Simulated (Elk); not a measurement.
## Run report: C, single-point calculation

C (P6/mmm, 2 atoms in the cell), computed with DFT, AM05, all-electron APW+lo, Dirac cores, scalar-relativistic bands (Elk 11.2.3 (patched build)).

The structure derives from a Materials Project entry. The run did not end well. It belongs to a series of runs on one base structure; here: functional AM05.

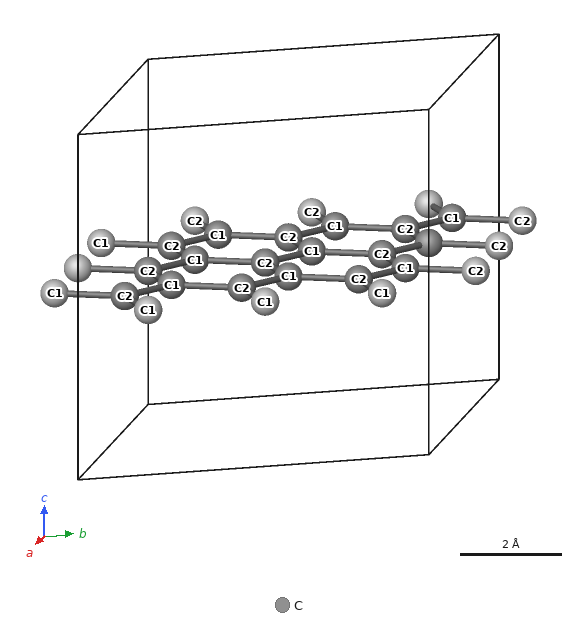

*The input geometry (ball-and-stick view of the 3 × 3 repeat of the cell, with the vacuum cut short, seen slightly off an axis; neighbours outside the cell are drawn fainter; atoms are numbered from 1 in the order of the input).*

Near neighbours in the crystal (not all of them lie inside the picture): C has 3 C at 1.42 Å.

### The input (elk.in)
```
tasks
  0
  110
  115
  195

xctype
  30

rgkmax
  8.0

gmaxvr
  16.0

lmaxapw
  10

lmaxo
  7

lmaxi
  3

nrmtscf
  2.0

nempty
  8

epspot
  1e-06

epsengy
  1e-05

maxscl
  120

hmaxvr
  6.0

lradstp
  4

swidth
  0.001

tforce
  .true.

sppath
  './'

avec
  4.64148892205 0.00000000000 0.00000000000
  -2.32074446102 4.01964731788 0.00000000000
  0.00000000000 0.00000000000 16.10765389056

atoms
  1
  'C.in'
  2
  0.333333333333 0.666666666667 0.000000000000   0.000 0.000 0.000
  0.666666666667 0.333333333333 0.000000000000   0.000 0.000 0.000

ngridk
  15 15 4
```

Launched with:
```bash
OMP_NUM_THREADS=1 elk
```

### INFO.OUT (set-up, first and last loops)
```
┌─────────────────────────┐
│ Elk code version 11.2.3 │
└─────────────────────────┘

All units are atomic (Hartree, Bohr, etc.)

┌─────────────────────────────────────────────────┐
│ Ground-state run starting from atomic densities │
└─────────────────────────────────────────────────┘

Lattice vectors :
   4.641488922       0.000000000       0.000000000
  -2.320744461       4.019647318       0.000000000
   0.000000000       0.000000000       16.10765389

Reciprocal lattice vectors :
   1.353700378      0.7815592775      -0.000000000
   0.000000000       1.563118555       0.000000000
   0.000000000      -0.000000000      0.3900745167

Unit cell volume      :    300.5228906
Brillouin zone volume :   0.8253954066

Muffin-tin inner radius fraction :   0.1000000000E-01

Nuclei treated as point charges

Species : 1 (C)
 parameters loaded from : C.in
 name : carbon
 nuclear charge    :   -6.000000000
 electronic charge :    6.000000000
 atomic mass :    21894.16674
 muffin-tin radius :    1.210000000
 number of radial points in muffin-tin :    597
 inner part over the whole radius :   0.9089511881E-02
 number on inner part of muffin-tin    :    409
 approximate nuclear radius :   0.4747601631E-04
 number of mesh points to nuclear radius :    191
 atomic positions (lattice), magnetic fields (Cartesian) :
  1 :   0.33333333  0.16666667  0.00000000    0.00000000  0.00000000  0.00000000
  2 :  -0.33333333 -0.16666667  0.00000000    0.00000000  0.00000000  0.00000000

Total number of atoms per unit cell :    2
Total muffin-tin volume :    14.84139473
 ratio of muffin-tin to unit cell volume :   0.4938523884E-01

Spin treatment :
 spin-unpolarised

Number of Bravais lattice symmetries :   24
Number of crystal symmetries         :   24
Crystal has inversion symmetry
Real symmetric eigensolver will be used

k-point grid :     15    15     4
k-point offset :    0.000000000       0.000000000       0.000000000
k-point set is reduced with full crystal symmetry group
Total number of k-points :       81

Muffin-tin radius times maximum |G+k| :    8.000000000
 using average radius
Maximum |G+k| for APW functions       :    6.611570248
Maximum (1/2)|G+k|²                   :    21.85643057
Maximum |G| for potential and density :    16.00000000
Constant for pseudocharge density :    5
 order of it for each species :   12
 order of it for pair densities of each species (exact exchange by exxq0 0: 13) :   12
Radial integration step length :    4

G-vector grid sizes :     24    24    84
Number of G-vectors :    20777

Maximum angular momentum used for
 APW functions            :   10
 outer part of muffin-tin :    7
 inner part of muffin-tin :    3

Total nuclear charge    :   -12.00000000
Total core charge       :    4.000000000
Total valence charge    :    8.000000000
Total excess charge     :    0.000000000
Total electronic charge :    12.00000000

Effective Wigner radius, rₛ :    1.814969094

Number of empty states         :     16
Total number of valence states :     21
Total number of core states    :      4

Third-order local-orbitals added for an l without core states : T
Total number of local-orbitals :     16

Exchange-correlation functional :     30     0     0
 Armiento-Mattsson functional, Phys. Rev. B 72, 85108 (2005)
 gradient requirement :    1
 generalised gradient approximation (GGA)

Smearing type :    3
 Fermi-Dirac
Smearing width :   0.1000000000E-02
Effective electronic temperature (K) :    315.7750248

Mixing type :    3
 Broyden mixing, J. Phys. A: Math. Gen. 17, L317 (1984)

Kohn-Sham potential initialised from atomic data

┌──────────────────────────────┐
│ Self-consistent loop started │
└──────────────────────────────┘

┌─────────────────┐
│ Loop number : 1 │
└─────────────────┘

Energies :
 Fermi                       :    -0.13991152707301
 sum of occupied eigenvalues :     -43.719915225431
 electron kinetic            :      75.120032184929
 core electron kinetic       :      63.152541209805
 Coulomb                     :     -141.30962253131
 Coulomb potential           :     -102.68481820188
 nuclear-nuclear             :      20.453557159936
 electron-nuclear            :     -220.99412434678
 Hartree                     :      59.230944655539
 Madelung                    :     -89.967213430365
 xc potential                :     -16.155129208480
 exchange                    :     -9.6729145823631
 correlation                 :    -0.72383928337320
 electron entropic           :    -0.24644506606729E-04
 total energy                :     -76.586368856619

Density of states at Fermi energy :    8.888525651
 (states/Hartree/unit cell)

Estimated indirect band gap :   0.2354304987E-04
 from k-point 27 to k-point 81
Estimated direct band gap   :   0.2552706322E-04
 at k-point 54

Charges :
 core                        :    4.000000000
 valence                     :    8.000000000
 interstitial                :    4.453277017
 muffin-tins (core leakage)
  species : 1 (C)
   atom 1                    :    3.773361491     (  0.6304039759E-03)
   atom 2                    :    3.773361491     (  0.6304039759E-03)
 total in muffin-tins        :    7.546722983
 total calculated charge     :    11.99872604
 total charge                :    12.00000000
 error                       :   0.1273962481E-02

┌─────────────────┐
│ Loop number : 2 │
└─────────────────┘

Energies :
 Fermi                       :    -0.13807843588567
 sum of occupied eigenvalues :     -43.689152843027
 electron kinetic            :      74.079176670010
 core electron kinetic       :      62.590155484769
 Coulomb                     :     -141.30194317887
 Coulomb potential           :     -102.69214815230
 nuclear-nuclear             :      20.453557159936
 electron-nuclear            :     -220.97143999525
 Hartree                     :      59.215939656444
 Madelung                    :     -89.955869102715
 xc potential                :     -15.076181360733
 exchange                    :     -9.6715627821455
 correlation                 :    -0.72378615756254
 electron entropic           :    -0.24644520682522E-04
 total energy                :     -77.618140093086

Density of states at Fermi energy :    8.888532689
 (states/Hartree/unit cell)

Estimated indirect band gap :   0.2328313997E-04
 from k-point 27 to k-point 81
Estimated direct band gap   :   0.2527737550E-04
 at k-point 54

Charges :
 core                        :    4.000000000
 valence                     :    8.000000000
 interstitial                :    4.455786975
 muffin-tins (core leakage)
  species : 1 (C)
   atom 1                    :    3.772106512     (  0.6305148905E-03)
   atom 2                    :    3.772106512     (  0.6305148905E-03)
 total in muffin-tins        :    7.544213025
 total calculated charge     :    11.99872592
 total charge                :    12.00000000
 error                       :   0.1274076341E-02

RMS change in Kohn-Sham potential (target) :    13.24900999     (  0.1000000000E-05)
Absolute change in total energy (target)   :    1.031771236     (  0.1000000000E-04)

[... loops left out ...]

┌─────────────────┐
│ Loop number : 8 │
└─────────────────┘

Energies :
 Fermi                       :    -0.22565715021246E-02
 sum of occupied eigenvalues :     -41.461286446965
 electron kinetic            :      75.327485701764
 core electron kinetic       :      63.182952360573
 Coulomb                     :     -140.74379630420
 Coulomb potential           :     -103.37032827646
 nuclear-nuclear             :      20.453557159936
 electron-nuclear            :     -219.17760987176
 Hartree                     :      57.980256407631
 Madelung                    :     -89.058632165966
 xc potential                :     -13.418443872272
 exchange                    :     -9.5671625475118
 correlation                 :    -0.71951771494722
 electron entropic           :    -0.24645226558439E-04
 total energy                :     -75.703015510116

Density of states at Fermi energy :    8.888885625
 (states/Hartree/unit cell)

Estimated indirect band gap :   0.3554637925E-06
 from k-point 54 to k-point 54
Estimated direct band gap   :   0.3554637925E-06
 at k-point 54

Charges :
 core                        :    4.000000000
 valence                     :    8.000000000
 interstitial                :    4.654099683
 muffin-tins (core leakage)
  species : 1 (C)
   atom 1                    :    3.672950159     (  0.6301531622E-03)
   atom 2                    :    3.672950159     (  0.6301531622E-03)
 total in muffin-tins        :    7.345900317
 total calculated charge     :    11.99873612
 total charge                :    12.00000000
 error                       :   0.1263878582E-02

RMS change in Kohn-Sham potential (target) :   0.2493245239E-02 (  0.1000000000E-05)
Absolute change in total energy (target)   :   0.4781161143E-02 (  0.1000000000E-04)

┌─────────────────┐
│ Loop number : 9 │
└─────────────────┘
```

### File EVALCORE.OUT
```
Species :    1 (C), atom :    1
 n =  1, l =  0, k =  1 :   -9.688466795

Species :    1 (C), atom :    2
 n =  1, l =  0, k =  1 :   -9.688466795
```

### File LINENGY.OUT
```
Species : 1 (C), atom : 1
 APW functions :
  l = 0, energy derivative = 0 :   0.1500000000
  l = 1, energy derivative = 0 :   0.1500000000
  l = 2, energy derivative = 0 :   0.1500000000
  l = 3, energy derivative = 0 :   0.1500000000
  l = 4, energy derivative = 0 :   0.1500000000
  l = 5, energy derivative = 0 :   0.1500000000
  l = 6, energy derivative = 0 :   0.1500000000
  l = 7, energy derivative = 0 :   0.1500000000
  l = 8, energy derivative = 0 :   0.1500000000
  l = 9, energy derivative = 0 :   0.1500000000
  l = 10, energy derivative = 0 :   0.1500000000
 local-orbital functions :
  l.o. = 1, l = 0, energy derivative = 0 :   0.1500000000
  l.o. = 1, l = 0, energy derivative = 1 :   0.1500000000
  l.o. = 2, l = 1, energy derivative = 0 :   0.1500000000
  l.o. = 2, l = 1, energy derivative = 1 :   0.1500000000
  l.o. = 3, l = 0, energy derivative = 0 :   0.1500000000
  l.o. = 3, l = 0, energy derivative = 0 :  -0.5012000000
  l.o. = 4, l = 1, energy derivative = 0 :   0.1500000000
  l.o. = 4, l = 1, energy derivative = 1 :   0.1500000000
  l.o. = 4, l = 1, energy derivative = 2 :   0.1500000000

Species : 1 (C), atom : 2
 APW functions :
  l = 0, energy derivative = 0 :   0.1500000000
  l = 1, energy derivative = 0 :   0.1500000000
  l = 2, energy derivative = 0 :   0.1500000000
  l = 3, energy derivative = 0 :   0.1500000000
  l = 4, energy derivative = 0 :   0.1500000000
  l = 5, energy derivative = 0 :   0.1500000000
  l = 6, energy derivative = 0 :   0.1500000000
  l = 7, energy derivative = 0 :   0.1500000000
  l = 8, energy derivative = 0 :   0.1500000000
  l = 9, energy derivative = 0 :   0.1500000000
  l = 10, energy derivative = 0 :   0.1500000000
 local-orbital functions :
  l.o. = 1, l = 0, energy derivative = 0 :   0.1500000000
  l.o. = 1, l = 0, energy derivative = 1 :   0.1500000000
  l.o. = 2, l = 1, energy derivative = 0 :   0.1500000000
  l.o. = 2, l = 1, energy derivative = 1 :   0.1500000000
  l.o. = 3, l = 0, energy derivative = 0 :   0.1500000000
  l.o. = 3, l = 0, energy derivative = 0 :  -0.5012000000
  l.o. = 4, l = 1, energy derivative = 0 :   0.1500000000
  l.o. = 4, l = 1, energy derivative = 1 :   0.1500000000
  l.o. = 4, l = 1, energy derivative = 2 :   0.1500000000
```

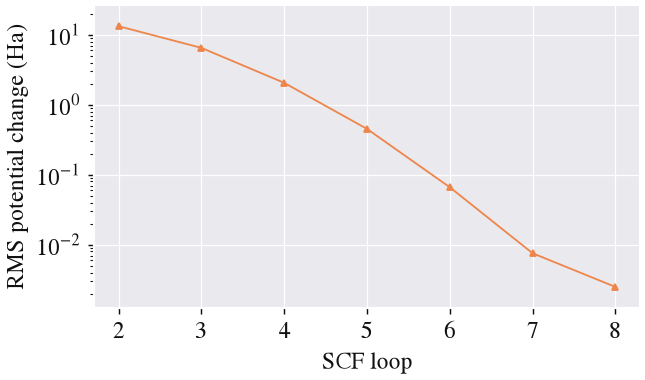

*Convergence of the self-consistent field: RMS potential change against the SCF loop.*

The run ended after 8 loops.

### Outcome

- outcome: stopped at the time limit
- space group (tolerance 0.01 Å): P6/mmm (191)
- hardware: 1 thread of Arm Neoverse N1, 60 GiB of memory available, shared host
- wall time: 21 min
- peak memory: 0.22 GiB

### What went wrong

The run was cut off by its time limit, so the output is incomplete.
